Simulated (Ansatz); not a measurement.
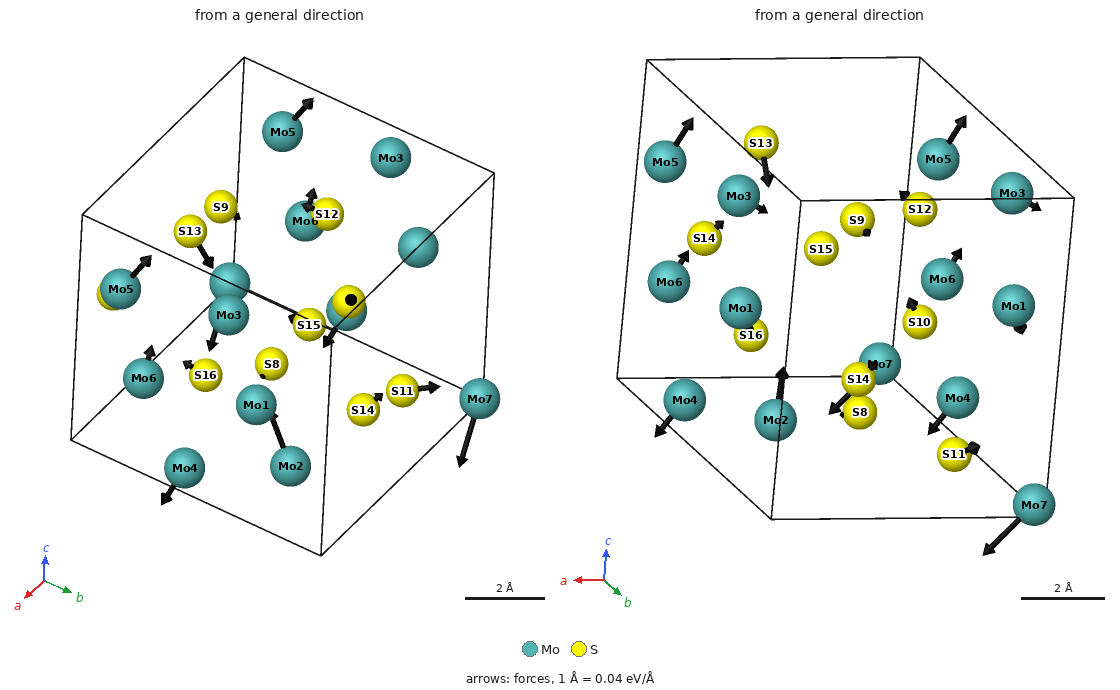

Structure drawing (spheres-only), viewed from two general directions. The lines enclose the cell (the run's own, in a reduced setting); boundary atoms appear with their images. The arrows are the computed forces on the atoms.

System: Mo7S9. Theory: Ansatz, DFT PBE+D3(BJ), scalar-relativistic, plane waves, PAW. Numerical settings: 420 eV cutoff, k-points about 0.22 Å⁻¹ apart, Gaussian smearing of 0.1 eV, no spin polarisation.

Is the structure at rest?

No. The atoms still feel forces of up to about 0.054 eV/Å, above a usual threshold of 0.01 to 0.03 eV/Å.

Which atom carries the strongest force?

Mo7, about 0.054 eV/Å.

The initial geometry was a structure type filled with these elements by a generator (whether the compound takes this form wasn't checked). Earlier steps of the study, as a rule a relaxation of our own, may have changed the cell and positions, so they can lie some per cent off the listed ones. It went into a calculation with Ansatz.
